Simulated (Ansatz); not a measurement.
# Geometry relaxation, with input and output: B16P17 (charge +2) (part 2 of 3)

The same run, continued: B16P17 (defect cell, 33 atoms in the cell, total charge +2); DFT PBE, scalar-relativistic, plane waves, PAW, spin-polarised (Ansatz 0.2.0); cutoff 420 eV, 2×2×2 k-mesh, Gaussian smearing of 0.01 eV, collinear spins. The structure derives from a Materials Project entry. It belongs to a series of runs on one base structure; here: P interstitial, charge +2, atoms relaxed at the host's cell.

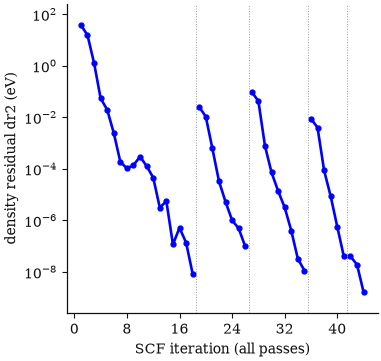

Figure 1. Convergence of the self-consistent field: density residual dr2 against the SCF iteration. The dotted lines part the SCF passes of the relaxation: geometry steps, rejected trials and re-solves on a re-selected basis. The 5 passes take 3 to 18 iterations each, 44 in all.

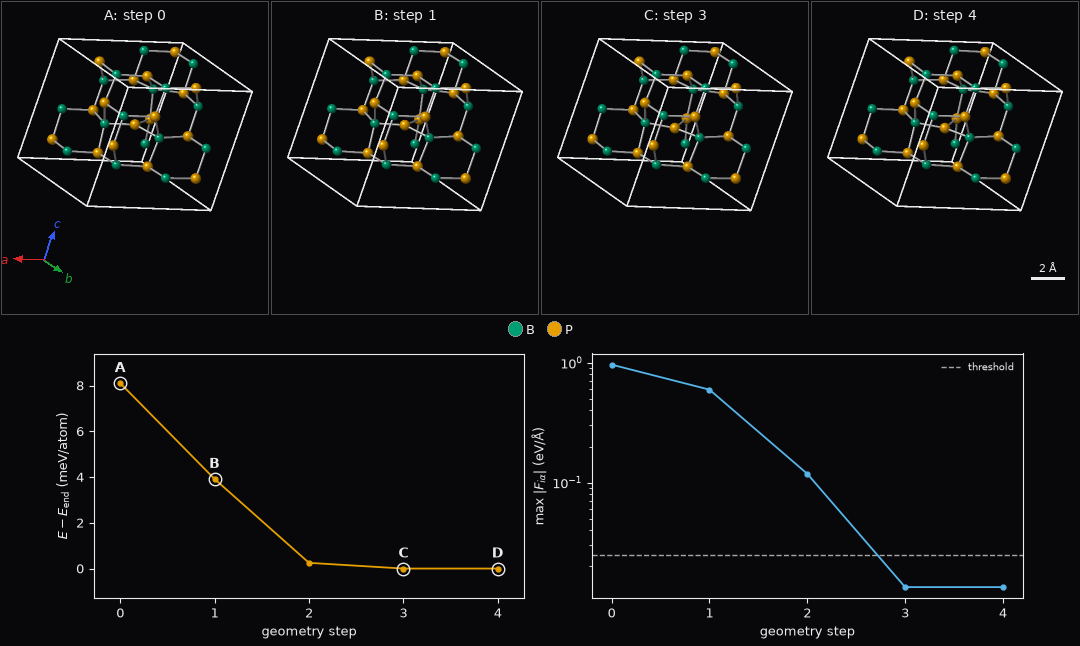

Figure 2. Frames of the relaxation (ball-and-stick view of the cell of the calculation (origin shifted), seen at an oblique angle) above the curves, on which the letters mark them (the first geometry is step 0 here and step 1 in the log).

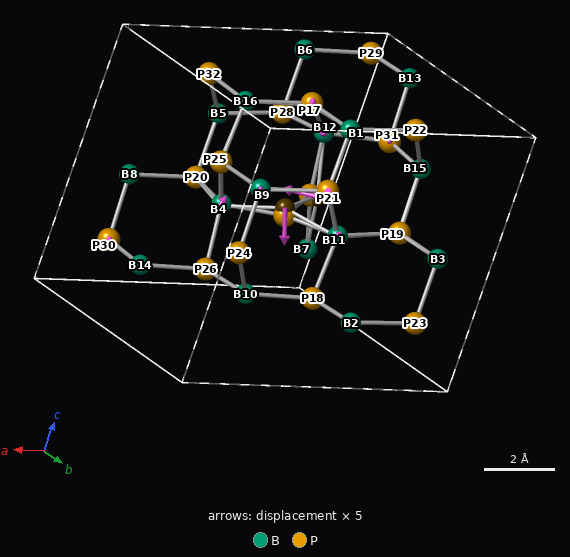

Figure 3. Start (faint) and end (solid) with the displacements as pink arrows, magnified 5 times (ball-and-stick view of the cell of the calculation (origin shifted), seen at an oblique angle). After 4 geometry steps the energy has fallen by 8.1 meV per atom. The largest force component goes from 0.96 to 0.013 eV/Å. The largest moves, 0.22 Å, are those of P27 and P33. Largest moves by element: P 0.22 Å, B 0.07 Å. The cell doesn't change. Among the contacts that change: B4–P26 1.868 → 1.943 Å, B9–P25 2.035 → 1.981 Å, B11–P21 1.991 → 1.943 Å, B11–P18 1.901 → 1.943 Å. Among the angles that change: B4–P33–P27 110.6° → 102.7°, B11–P33–P27 95.3° → 102.8°, P26–B4–P33 99.6° → 92.2°. (Atoms are counted from 1 in the order of the input.)

```
SCF converged after 3 iterations
Magnetization: 0.0000 μB (65.5000 up, 65.5000 down)
Absolute magnetization: 0.0000 μB (∫|ρ↑−ρ↓|, with the PAW one-centre terms)
Spin contamination: 0.0000 ħ² per cell (⟨S²⟩ above its minimum at these occupations)
Per-site moments (μB) at R_I (Å): [(-2.2261859080381186e-7, 0.7956906186509798), (3.6778665744437205e-7, 0.7957208197287999), (-1.2445570163907383e-7, 0.8095883206683672), (-4.5639871835542873e-7, 0.7652449834213277), (1.219337981356654e-7, 0.7955375044256606), (-2.2884737722911074e-7, 0.7956951201044822), (4.5350506429547704e-7, 0.7651304485849205), (-1.4910385846599748e-7, 0.8095132595965615), (1.6045735939036672e-7, 0.8096170537805979), (1.5517519151508409e-7, 0.8096150351059149), (-4.6663854750608416e-7, 0.7652517915821291), (5.836985252050965e-7, 0.7649990544704636), (-2.0214419358955034e-7, 0.7956203405679966), (3.404237303588833e-7, 0.7956654256416825), (1.4622906839601955e-7, 0.7955981727967842), (-2.8025903679362545e-7, 0.7956123720085575), (-4.3969143047687794e-8, 0.8088299555540444), (1.594373678924998e-7, 0.7978446592720798), (6.286941640309425e-10, 0.8085373216199421), (5.379352627737973e-9, 0.8087435734800124), (8.114921937965553e-8, 0.797838930508789), (-5.5196541053719166e-9, 0.7955981727967842), (-1.5557845107583667e-7, 0.7978297566030926), (-4.267336723118615e-9, 0.8095132595965615), (6.94447118481152e-8, 0.797853558414351), (2.0202829875165633e-7, 0.797808966618407), (-3.283778718807129e-6, 0.7649990544704636), (-1.4288672024595072e-7, 0.7979214857488652), (-4.144991051156109e-8, 0.8087777127926742), (-1.1287033708839172e-7, 0.7977795467887132), (-7.751498020768158e-8, 0.7977745250164102), (1.171604139488921e-8, 0.7955375044256606), (3.233145581500941e-6, 0.7652449834213277)]
Free energy (F): -15367.203907 eV
Harris-Foulkes:  -15367.203907 eV  (|F-HF|=1.03e-9)
Internal energy: -15367.203907 eV  (E = F + TS)
E sigma→0 (E₀):  -15367.203907 eV
Fermi energy:    9.539196 eV
--- Per-component energies (eV) ---
  E_band       = 400.868528
  E_kinetic    = 2005.860132
  E_local      = -1092.896937  (includes V_loc(G=0)·N_el)
  E_nonlocal   = 753.361263
  E_hartree    = 277.999111
  E_xc         = -1564.836930
  E_vxc        = -1650.821108  (∫ρ·V_xc dr)
  E_paw        = -10936.402964  (= ΣΔE_a)
  E_vpaw       = -170.633038  (= ΣTr[D̂ρ^β])
  E_aug_tail   = 0.000008  (compensation charges beyond the density's cutoff)
  E_ewald      = -4810.287591
  E_smearing   = -0.000000  (= −TS)
  E_closure    = 0.000000  (closes the sum)
  E_deformation_potential = 33.561135  (in the stress; not in F)
  Σ components = -15367.203907   (vs F -15367.203907, Δ=0.00e0)
--- Forces (eV/Å), atoms counted from 1 ---
  atom   1  B     -0.00024037    -0.00256274     0.00364234
  atom   2  B     -0.00579773    -0.00340632    -0.00415797
  atom   3  B     -0.00099140    -0.00247010    -0.00046670
  atom   4  B      0.00057938    -0.00238626     0.00469088
  atom   5  B      0.00091448    -0.00085340     0.00634816
  atom   6  B     -0.00335499    -0.00340688     0.00401032
  atom   7  B      0.00208795    -0.00143585    -0.00323047
  atom   8  B     -0.00490866    -0.00026192    -0.00282776
  atom   9  B      0.00924121    -0.00625534     0.00417201
  atom  10  B     -0.00240528    -0.00320433    -0.00219274
  atom  11  B     -0.00568634    -0.00430490    -0.00598984
  atom  12  B     -0.00212058     0.00248931    -0.00423578
  atom  13  B     -0.00072886    -0.00221427    -0.00379036
  atom  14  B     -0.00058008     0.00313325     0.00029879
  atom  15  B      0.00569980    -0.00316396     0.00148071
  atom  16  B     -0.00026977     0.00221855     0.00274077
  atom  17  P      0.00277194    -0.00613900    -0.00253388
  atom  18  P     -0.00629425     0.00427790    -0.00242666
  atom  19  P      0.00206363    -0.00436783    -0.00187074
  atom  20  P      0.00096086     0.01042347    -0.00131424
  atom  21  P      0.00432038     0.00954270     0.00648089
  atom  22  P     -0.00030619     0.00394484     0.00242706
  atom  23  P     -0.00293218    -0.00029707     0.00231072
  atom  24  P     -0.00018716     0.00219955    -0.00508516
  atom  25  P     -0.00539731     0.00338189    -0.00384526
  atom  26  P      0.00169633     0.00060102    -0.00139816
  atom  27  P     -0.00105400    -0.00338137     0.00198791
  atom  28  P      0.01010678     0.00301499     0.01342761
  atom  29  P      0.00209742     0.00810516    -0.00163542
  atom  30  P      0.00163698     0.00082033     0.00096151
  atom  31  P     -0.00571744    -0.00290332    -0.00242598
  atom  32  P     -0.00053894    -0.00228890    -0.00544314
  atom  33  P      0.00532823     0.00115412    -0.00011594
  max |Σ_I F_I| component: 6.52e-6 eV/Å
--- Charged-cell corrections in eV (Makov–Payne, q = +2.000 e, ε = 9.256) ---
  F (periodic)     = -15367.203907  (uncorrected; the corrections below are reported, never added to it)
  E_corr1          = +1.244759  (monopole, q²α_M/2εL)
  F Makov-Payne    = -15365.959148  (F + E_corr1; no measured alignment; for a localised charge, not one spread in a band: unchecked)
  no potential alignment in this run, which stands beside a crystal: run the host's input off ansatz write-host-input, and read the two finished runs by ansatz place-levels (neither reads a slab, a wire or a sheet, whose cell leaves a vacuum)
--- Band table (eV; the first three rows and the last of 8) ---
  k-point 0 ↑: bands = ["-5.7846", "-4.9931", "-4.7923", "-4.7917", "-3.0487", "-2.7803", "-2.3884", "-2.3866", "-2.2816", "-2.2060", "-2.1473", "-2.1465", "-2.1457", "-2.0401", "-2.0390", "-1.9993", "-0.0945", "1.3070", "1.3082", "1.5207", "1.8337", "1.8338", "1.8889", "1.9016", "1.9319", "1.9785", "2.0360", "2.0368", "3.8271", "3.9664", "4.1163", "4.1174", "4.5654", "4.5655", "4.6434", "4.6874", "4.7511", "4.8068", "4.8209", "4.8218", "4.8461", "4.9395", "4.9397", "4.9415", "6.1330", "6.1331", "6.2337", "6.2504", "6.2718", "6.3474", "6.3849", "6.3850", "6.3919", "6.5474", "6.7241", "6.7250", "7.8585", "8.1957", "8.1966", "8.3417", "8.4801", "8.5414", "8.5417", "8.5510", "8.5914", "9.6780", "9.6795", "11.0734", "11.4083", "11.8107", "11.9600", "11.9607", "12.0658", "12.1509", "12.1518", "12.5001", "12.6194", "13.1962", "13.1970", "13.2776", "14.0526", "14.0792", "14.0801", "14.1234", "14.3218", "14.3221", "14.4513", "14.4626", "14.8194", "14.8631", "15.2752", "15.4871", "15.4893", "15.9026", "15.9033", "15.9428", "16.0511", "16.1257", "16.1269", "16.2623"]
  k-point 1 ↑: bands = ["-5.9744", "-5.0103", "-4.0973", "-4.0494", "-4.0486", "-3.4046", "-2.9626", "-2.9624", "-2.8543", "-2.6813", "-2.0793", "-1.6773", "-1.6459", "-1.6454", "-0.9924", "-0.9238", "-0.1215", "0.8527", "0.8543", "1.4187", "1.5034", "1.5040", "1.6715", "1.8696", "1.8704", "2.0150", "2.6200", "3.3028", "3.3036", "3.4145", "3.4590", "4.1316", "4.2875", "4.2883", "4.4468", "4.5965", "4.7507", "4.7523", "4.8563", "5.2674", "5.4803", "5.4812", "5.6556", "5.7350", "5.7354", "5.7792", "5.8587", "5.9102", "5.9113", "6.0016", "6.3176", "6.5146", "6.5153", "7.3678", "7.3688", "7.5513", "7.6289", "7.6678", "7.7367", "7.7509", "7.7519", "8.2200", "8.2779", "8.2786", "8.9812", "10.1264", "10.1282", "10.3912", "11.4617", "12.1770", "12.6309", "12.8064", "12.8068", "13.0692", "13.0799", "13.1450", "13.2199", "13.2878", "13.2886", "13.3263", "13.6100", "13.6116", "14.0422", "14.0634", "14.4184", "14.4195", "14.4304", "14.6758", "14.8057", "14.8069", "14.9432", "14.9545", "14.9689", "14.9709", "15.3481", "15.3495", "15.4998", "15.5502", "15.6477", "15.8192"]
  k-point 2 ↑: bands = ["-5.9975", "-4.7480", "-4.5482", "-4.0508", "-3.9552", "-3.2385", "-3.1580", "-3.0081", "-2.6848", "-2.6085", "-1.9163", "-1.8437", "-1.6622", "-1.5736", "-0.9401", "-0.9103", "-0.5202", "0.8234", "1.2573", "1.3130", "1.4325", "1.6007", "1.7054", "1.8346", "1.9259", "2.0023", "2.7464", "3.1095", "3.1309", "3.4518", "3.5555", "4.0970", "4.1843", "4.3932", "4.5003", "4.5636", "4.6475", "4.6512", "4.8056", "5.3709", "5.5198", "5.5362", "5.6412", "5.7129", "5.7954", "5.8378", "5.8890", "6.0295", "6.0713", "6.1863", "6.2298", "6.3291", "6.4164", "7.1220", "7.4045", "7.4582", "7.4719", "7.6625", "7.7477", "7.8319", "7.9754", "8.1662", "8.3015", "8.5974", "8.7571", "9.4001", "10.1304", "11.7583", "11.7750", "12.0376", "12.3694", "12.4082", "12.8306", "12.8359", "12.8580", "12.9596", "13.1271", "13.2488", "13.2824", "13.5530", "13.6587", "13.7979", "13.8756", "13.9633", "14.4521", "14.5073", "14.5742", "14.6006", "14.7163", "14.8138", "14.9073", "15.0029", "15.0510", "15.1326", "15.1861", "15.3415", "15.4386", "15.4893", "15.5205", "15.6893"]
  k-point 3 ↓: bands = ["-5.9975", "-4.7479", "-4.5482", "-4.0508", "-3.9555", "-3.2385", "-3.1578", "-3.0082", "-2.6847", "-2.6085", "-1.9161", "-1.8436", "-1.6622", "-1.5739", "-0.9403", "-0.9101", "-0.5204", "0.8236", "1.2573", "1.3129", "1.4324", "1.6010", "1.7055", "1.8354", "1.9254", "2.0017", "2.7470", "3.1098", "3.1312", "3.4515", "3.5547", "4.0976", "4.1849", "4.3927", "4.4998", "4.5628", "4.6468", "4.6510", "4.8062", "5.3717", "5.5199", "5.5370", "5.6408", "5.7129", "5.7947", "5.8385", "5.8885", "6.0298", "6.0713", "6.1870", "6.2296", "6.3288", "6.4165", "7.1214", "7.4041", "7.4583", "7.4722", "7.6621", "7.7482", "7.8316", "7.9746", "8.1666", "8.3018", "8.5976", "8.7574", "9.4001", "10.1307", "11.7583", "11.7749", "12.0379", "12.3698", "12.4079", "12.8295", "12.8363", "12.8578", "12.9583", "13.1275", "13.2481", "13.2833", "13.5532", "13.6601", "13.7979", "13.8752", "13.9648", "14.4520", "14.5062", "14.5736", "14.5996", "14.7164", "14.8139", "14.9079", "15.0031", "15.0508", "15.1333", "15.1861", "15.3414", "15.4395", "15.4894", "15.5192", "15.6872"]
--- Relaxed structure (5 steps of the walk, 5 accepted, 0 SCFs on fresh bases) ---
  F+E_penalty+E_count = -15367.20390729 eV   max|allowed force component| = 1.343e-2 eV/Å
  atoms:
    - { symbol: B, position: [0.4977958745529081, 0.2520833164803388, 0.24822759944379508] }
    - { symbol: B, position: [0.25520816630001375, 0.2654273326649406, 0.5039304869688237] }
    - { symbol: B, position: [0.005392419274265092, 0.2521415763591066, 0.7581624533961508] }
    - { symbol: B, position: [0.5527323013555667, 0.771678861773379, 0.7581228723748423] }
    - { symbol: B, position: [0.5095708219933877, 0.5195696370924995, 0.012180400294838856] }
    - { symbol: B, position: [0.2618028557442641, 0.5078725531764965, 0.2680763387278296] }
    - { symbol: B, position: [-0.035477387621855344, 0.46476907856820965, 0.47695064303077517] }
    - { symbol: B, position: [0.7517213987679862, 0.5055331979357058, 0.7580004491669808] }
    - { symbol: B, position: [0.7654106568261334, 0.26556832956217047, 1.0116656983725163] }
    - { symbol: B, position: [0.5116266523443582, 0.011938130356717895, 0.5045334790479395] }
    - { symbol: B, position: [0.27136299042479817, 0.052938758427186206, 0.7580882887253977] }
    - { symbol: B, position: [0.24554437352558728, 0.7457978660433418, 0.03922507318247637] }
    - { symbol: B, position: [1.0075308858447807, 0.7619001672533441, 0.2679285635744323] }
    - { symbol: B, position: [0.7653063769462234, 0.755614520501755, 0.5039851446368028] }
    - { symbol: B, position: [0.019416955314638412, 0.009734347933341898, 0.01221284335136681] }
    - { symbol: B, position: [0.7517609859179794, -0.0020516304141377506, 0.2481835805209211] }
    - { symbol: P, position: [0.5063978744296478, 0.006711876398377142, 0.25130078812622647] }
    - { symbol: P, position: [0.2614162041139665, 0.020428632592224702, 0.49877205999568375] }
    - { symbol: P, position: [0.010586696206599355, 0.004143466870617507, 0.7581210894134993] }
    - { symbol: P, position: [0.5037617875828969, 0.5107298136039341, 0.7579640048434594] }
    - { symbol: P, position: [0.5209292765544871, 0.27972349163745386, 0.01732461093939011] }
    - { symbol: P, position: [0.2585891401091338, 0.25875562211954434, 0.25810513934409646] }
    - { symbol: P, position: [-0.0032678277410926326, 0.23779932447164415, 0.49939384141454823] }
    - { symbol: P, position: [0.7584998846498916, 0.2587695792527718, 0.7580323991018678] }
    - { symbol: P, position: [0.779530998937739, 0.02102141555576137, 0.01732915624942266] }
    - { symbol: P, position: [0.5203327398735049, 0.7618272202606255, 0.49886747654038655] }
    - { symbol: P, position: [0.15041821675911224, 0.6505814172717203, 0.7581313004411874] }
    - { symbol: P, position: [0.2557126126279978, 0.4965620265357362, 0.01690197326149709] }
    - { symbol: P, position: [0.013316696584023777, 0.5134867590428084, 0.26484727142401554] }
    - { symbol: P, position: [0.737630895354402, 0.4970777802832447, 0.4993876267739762] }
    - { symbol: P, position: [-0.0038371187532892925, 0.7556846625948941, 0.01674048207843598] }
    - { symbol: P, position: [0.7585051776536772, 0.7587914223913561, 0.258064679047209] }
    - { symbol: P, position: [0.3670203319462652, -0.13272580799711187, -0.24197982041079275] }
--- Löwdin populations: 33 sites ---
  site symbol       q [e]    m [muB]
     0      B      3.6679    -0.0000
     1      B      3.6679     0.0000
     2      B      3.6518    -0.0000
     3      B      3.6340    -0.0000
     4      B      3.6679     0.0000
     5      B      3.6678    -0.0000
     6      B      3.6345     0.0000
     7      B      3.6520    -0.0000
     8      B      3.6521     0.0000
     9      B      3.6520     0.0000
    10      B      3.6339    -0.0000
    11      B      3.6346     0.0000
    12      B      3.6679    -0.0000
    13      B      3.6679     0.0000
    14      B      3.6679     0.0000
    15      B      3.6678    -0.0000
    16      P      4.2102    -0.0000
    17      P      4.1732     0.0000
    18      P      4.2101     0.0000
    19      P      4.2102     0.0000
    20      P      4.1734     0.0000
    21      P      4.1582    -0.0000
    22      P      4.1732    -0.0000
    23      P      4.2127    -0.0000
    24      P      4.1733     0.0000
    25      P      4.1733     0.0000
    26      P      4.2795    -0.0000
    27      P      4.1735    -0.0000
    28      P      4.2100    -0.0000
    29      P      4.1731    -0.0000
    30      P      4.1734     0.0000
    31      P      4.1580     0.0000
    32      P      4.2805     0.0000
  spilling = 0.009131 (of n_electrons = 131.000000)
```

File populations.tsv:
```
# site	symbol	l	j	q_up	q_dn
# orbitals = lowdin
# n_electrons = 131.000000
# spilling = 0.009131
0	B	0_2S	-	0.445122	0.445122
0	B	1_2P	-	1.388829	1.388830
1	B	0_2S	-	0.445135	0.445135
1	B	1_2P	-	1.388825	1.388824
2	B	0_2S	-	0.450778	0.450778
2	B	1_2P	-	1.375122	1.375122
3	B	0_2S	-	0.447292	0.447292
3	B	1_2P	-	1.369722	1.369722
4	B	0_2S	-	0.445127	0.445127
4	B	1_2P	-	1.388837	1.388837
5	B	0_2S	-	0.445134	0.445134
5	B	1_2P	-	1.388780	1.388781
6	B	0_2S	-	0.447202	0.447202
6	B	1_2P	-	1.370073	1.370072
7	B	0_2S	-	0.450715	0.450715
7	B	1_2P	-	1.375285	1.375285
8	B	0_2S	-	0.450754	0.450754
8	B	1_2P	-	1.375272	1.375272
9	B	0_2S	-	0.450812	0.450812
9	B	1_2P	-	1.375176	1.375176
10	B	0_2S	-	0.447298	0.447298
10	B	1_2P	-	1.369638	1.369639
11	B	0_2S	-	0.447239	0.447239
11	B	1_2P	-	1.370046	1.370045
12	B	0_2S	-	0.445106	0.445106
12	B	1_2P	-	1.388860	1.388861
13	B	0_2S	-	0.445143	0.445143
13	B	1_2P	-	1.388803	1.388803
14	B	0_2S	-	0.445141	0.445141
14	B	1_2P	-	1.388797	1.388796
15	B	0_2S	-	0.445144	0.445144
15	B	1_2P	-	1.388779	1.388779
16	P	0_3S	-	0.559801	0.559801
16	P	1_3P	-	1.545311	1.545311
17	P	0_3S	-	0.558243	0.558243
17	P	1_3P	-	1.528349	1.528349
18	P	0_3S	-	0.559715	0.559715
18	P	1_3P	-	1.545319	1.545319
19	P	0_3S	-	0.559786	0.559786
19	P	1_3P	-	1.545325	1.545325
20	P	0_3S	-	0.558308	0.558308
20	P	1_3P	-	1.528368	1.528368
21	P	0_3S	-	0.539561	0.539561
21	P	1_3P	-	1.539533	1.539533
```
